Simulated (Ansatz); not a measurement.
# TiSi2: single-point calculation (part 2 of 2)

TiSi2 (slab, 18 atoms in the cell); DFT r2SCAN, scalar-relativistic, plane waves, PAW, no spin polarisation (Ansatz 0.2.0); cutoff 500 eV, 8×8×1 k-mesh, Gaussian smearing of 0.1 eV. The structure derives from an entry of the Crystallography Open Database. It belongs to a series of runs on one base structure; here: (0 1 0) slab cut from the bulk.

Geometry of the input (Å; fractional positions):
```
4.7807  0.0000  0.0000
-2.3903  4.2581  0.0000
0.0000  0.0000  26.7278
Si 0.0000  0.0000  0.2806
Ti 0.5000  0.5000  0.3075
Si 0.5000  0.0000  0.3344
Si 0.0000  0.5000  0.3576
Ti 0.0000  0.0000  0.3845
Si 0.5000  0.5000  0.4114
Si 0.5000  0.0000  0.4346
Ti 0.0000  0.5000  0.4615
Si 0.0000  0.0000  0.4884
Si 0.5000  0.5000  0.5116
Ti 0.5000  0.0000  0.5385
Si 0.0000  0.5000  0.5654
Si 0.0000  0.0000  0.5886
Ti 0.5000  0.5000  0.6155
Si 0.5000  0.0000  0.6424
Si 0.0000  0.5000  0.6656
Ti 0.0000  0.0000  0.6925
Si 0.5000  0.5000  0.7194
```

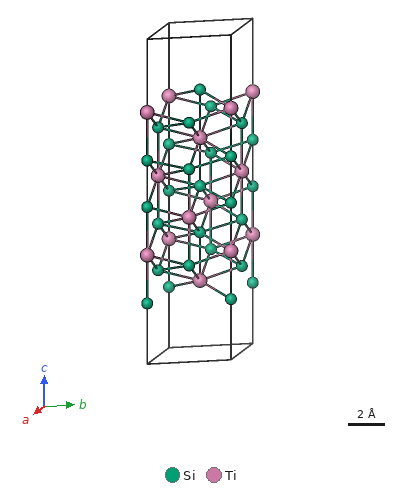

**Figure 1.** The structure (ball-and-stick view of the cell of the calculation, with the vacuum cut short, seen slightly off an axis). An atom can appear more than once, as a periodic image.

### Output, continued
```
--- Stress (GPa, compression-positive) ---
       -0.914512      -0.564383      -0.000000
       -0.564383      -0.843325       0.000000
       -0.000000       0.000000      -1.197557
  P = ⅓ Tr σ = -0.9851 GPa (-9.851 kbar)
--- Band table (eV; the first three rows and the last of 34) ---
  k-point 0: bands = ["-55.6863", "-55.6863", "-55.3189", "-55.3054", "-55.2882", "-55.2865", "-31.0527", "-31.0527", "-30.9400", "-30.9400", "-30.7816", "-30.7816", "-30.6354", "-30.6294", "-30.6202", "-30.5919", "-30.5842", "-30.5521", "-30.5457", "-30.5402", "-30.5339", "-30.5206", "-30.5196", "-30.5065", "-9.7942", "-9.0593", "-7.9403", "-6.5679", "-5.1622", "-4.0114", "-3.0468", "-2.8164", "-2.4430", "-2.3551", "-2.1488", "-2.0443", "-1.5981", "-1.4321", "-1.1085", "-0.8826", "-0.4782", "-0.4344", "-0.3469", "0.5575", "0.6416", "0.6785", "0.8617", "0.8808", "1.1967", "1.3098", "1.3131", "1.6423", "1.7399", "1.7532", "1.9675", "2.0492", "2.1593", "2.1716", "2.1964", "2.3621", "2.7409", "2.7838", "3.6822", "4.5262", "4.5387", "4.9261", "5.1925", "5.4661", "5.8251", "5.8382", "6.4729", "6.5314", "6.7078", "6.7707", "6.8104", "6.8318", "6.9255", "6.9516"]
  k-point 1: bands = ["-55.6862", "-55.6862", "-55.3181", "-55.3054", "-55.2885", "-55.2870", "-31.0531", "-31.0531", "-30.9402", "-30.9402", "-30.7820", "-30.7820", "-30.6381", "-30.6359", "-30.6138", "-30.6038", "-30.5754", "-30.5546", "-30.5475", "-30.5382", "-30.5338", "-30.5184", "-30.5171", "-30.5056", "-9.6590", "-8.9278", "-7.8146", "-6.4528", "-5.0826", "-4.4170", "-3.7333", "-3.6823", "-2.9400", "-2.6210", "-1.9988", "-1.4759", "-1.1644", "-1.0197", "-0.7198", "-0.6621", "-0.3668", "-0.3054", "-0.1403", "0.0496", "0.0853", "0.4182", "0.6225", "1.1536", "1.1539", "1.5435", "1.5666", "1.6067", "1.7314", "1.8790", "1.9854", "2.0641", "2.1253", "2.1506", "2.5629", "2.6960", "2.8093", "2.8161", "3.7799", "4.4154", "4.4247", "4.8347", "5.0048", "5.2398", "5.6325", "5.6341", "6.3378", "6.3393", "6.5433", "6.5689", "6.6173", "6.8042", "6.8066", "6.8825"]
  k-point 2: bands = ["-55.6861", "-55.6861", "-55.3157", "-55.3057", "-55.2891", "-55.2884", "-31.0541", "-31.0541", "-30.9408", "-30.9408", "-30.7830", "-30.7830", "-30.6498", "-30.6380", "-30.6164", "-30.6059", "-30.5683", "-30.5621", "-30.5517", "-30.5385", "-30.5305", "-30.5137", "-30.5112", "-30.5019", "-9.2601", "-8.5403", "-7.4467", "-6.1250", "-5.5709", "-5.1147", "-4.6346", "-4.2224", "-3.3985", "-3.1650", "-2.2214", "-1.8520", "-0.9856", "-0.7865", "-0.6875", "-0.6612", "-0.3397", "-0.1146", "0.1328", "0.2138", "0.3878", "0.4737", "0.7345", "1.0036", "1.2789", "1.6219", "1.7271", "1.8835", "1.9201", "2.0396", "2.1559", "2.1986", "2.3095", "2.3446", "2.9012", "2.9717", "3.1132", "3.1843", "3.9913", "4.2217", "4.2308", "4.5735", "4.6159", "4.9305", "5.2957", "5.3094", "6.0203", "6.1706", "6.1895", "6.2389", "6.3870", "6.4224", "6.5506", "6.7184"]
  k-point 33: bands = ["-55.6862", "-55.6862", "-55.3166", "-55.3017", "-55.2901", "-55.2901", "-31.0522", "-31.0522", "-30.9439", "-30.9439", "-30.7830", "-30.7829", "-30.6489", "-30.6328", "-30.6180", "-30.6167", "-30.5814", "-30.5587", "-30.5534", "-30.5346", "-30.5346", "-30.5142", "-30.5067", "-30.5015", "-8.0334", "-7.6823", "-7.5240", "-6.4859", "-5.7128", "-5.3111", "-5.2386", "-4.7006", "-4.5186", "-2.9222", "-2.7795", "-2.4914", "-2.0180", "-1.6746", "-1.6410", "-1.3241", "-0.6332", "-0.3559", "-0.1221", "0.1409", "1.1265", "1.1454", "1.1988", "1.5733", "1.6013", "1.7036", "1.7858", "2.2252", "2.2959", "2.4655", "2.4689", "2.7967", "2.9227", "3.2036", "3.3867", "3.4101", "3.9870", "4.0515", "4.3994", "4.4182", "4.4189", "4.6590", "4.8291", "4.9860", "5.4291", "5.5036", "5.7884", "5.7998", "5.8852", "6.0196", "6.0970", "6.2719", "6.3322", "6.3947"]
```

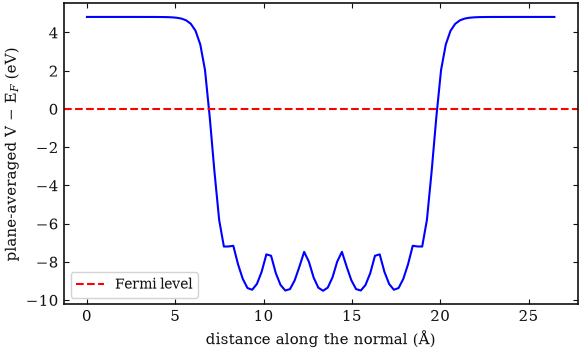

**Figure 2.** Plane average of the electrostatic potential energy of an electron across the cell, from the Fermi level. The vacuum level lies 4.81 eV above the Fermi level.

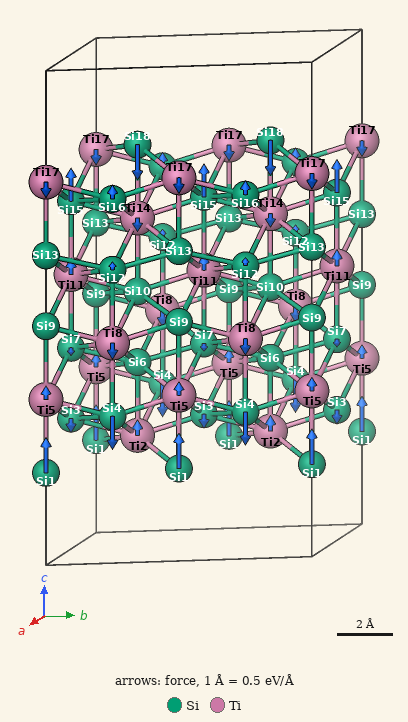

**Figure 3.** Forces on the atoms as blue arrows (ball-and-stick view of the 1 × 2 repeat of the cell, with the vacuum cut short, seen slightly off an axis; atoms are numbered from 1 in the order of the input); the smallest are left out. The largest act on Si1, Si18 (0.68 eV/Å); Si4, Si15 (0.64 eV/Å); Ti8, Ti11 (0.32 eV/Å); Ti2, Ti17 (0.31 eV/Å), among others. The geometry is not a stationary point of this energy.

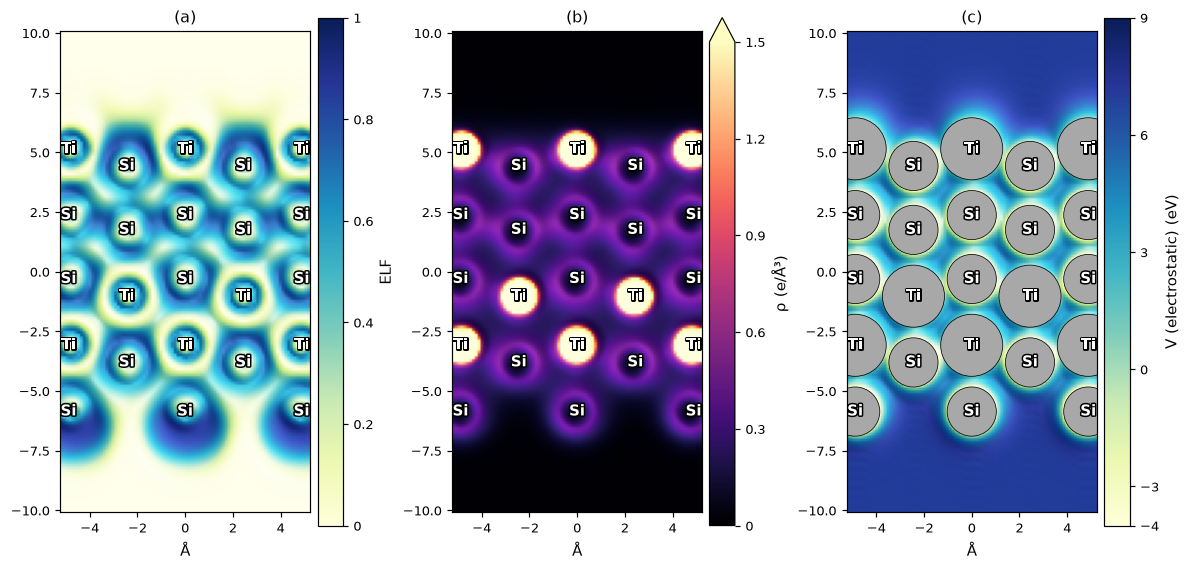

**Figure 4.** (a) electron localisation function; (b) valence pseudo-density; (c) electrostatic potential energy of an electron on the (100) plane of the calculation cell, a cut from vacuum to vacuum. Grey discs, where drawn, cover atomic cores. Atoms in the plane: Si and Ti. Si–Si (2.52 Å): ρ at the midpoint is about 0.41 e/Å³, a local maximum along the line; the ELF peaks at about 0.80 between the atoms (a shared electron pair). Ti–Si (2.55 Å): ρ is about 0.33 e/Å³ halfway; the ELF is about 0.40 at the midpoint. The density dies away to nearly zero in the vacuum. The strong features right at Ti lie inside the PAW spheres (semicore, d or f shells) and say nothing about bonding. Core electrons are frozen (PAW), so the fields are smoothed inside the atomic spheres.

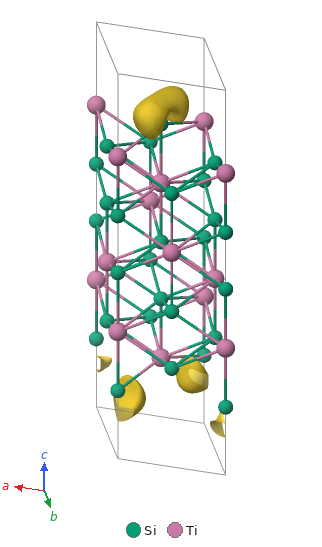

**Figure 5.** Isosurface of the electron localisation function at 0.85 (yellow), seen at an oblique angle. Only the valence region is drawn (cores and ρ < 0.01 e/Å³ removed). Sticks mark near contacts. Values along the shortest contacts: Ti–Si (2.55 Å): the ELF is about 0.40 at the midpoint.

### Results in brief

- outcome: converged
- electrons treated: 120
- free energy: −22699.3157 eV
- work function, top face: 4.81 eV
- work function, bottom face: 4.81 eV
- Fermi energy: 3.358 eV
- gap on the k-point mesh: none (metallic)
- work function (upper face): 4.81 eV
- largest force (length of the vector): 0.684 eV/Å
- wall time: 3.3 min (CPU time 6.5 min)
- peak memory: 2.4 GiB

### Notes

Warnings of the run: the exchange-correlation potential is rough where the density is thin.
